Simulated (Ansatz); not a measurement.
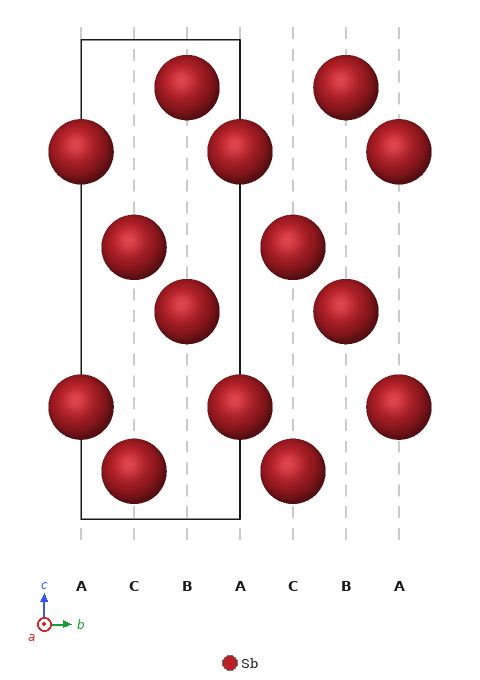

Projection along an edge of the hexagonal mesh, stacking direction c upwards. The dashed lines mark the three columns A (0, 0), B (1/3, 2/3) and C (2/3, 1/3). The sequence starts with the first layer at or above the cell's origin.

System Sb; source of the atomic positions: a calculation's input that goes back to an entry of the Crystallography Open Database (an earlier step may have relaxed or displaced it).

> Read off the stacking sequence over one period.

Sb(C) – Sb(A) – Sb(B) – Sb(C) – Sb(A) – Sb(B) (six layers in 11.23 Å).

Heights of the layers:

```
layer  atoms (column)  height (Å)  to next (Å)
    1           Sb(C)        1.12         1.50
    2           Sb(A)        2.62         2.24
    3           Sb(B)        4.86         1.50
    4           Sb(C)        6.37         2.24
    5           Sb(A)        8.61         1.50
    6           Sb(B)       10.11         2.24
```
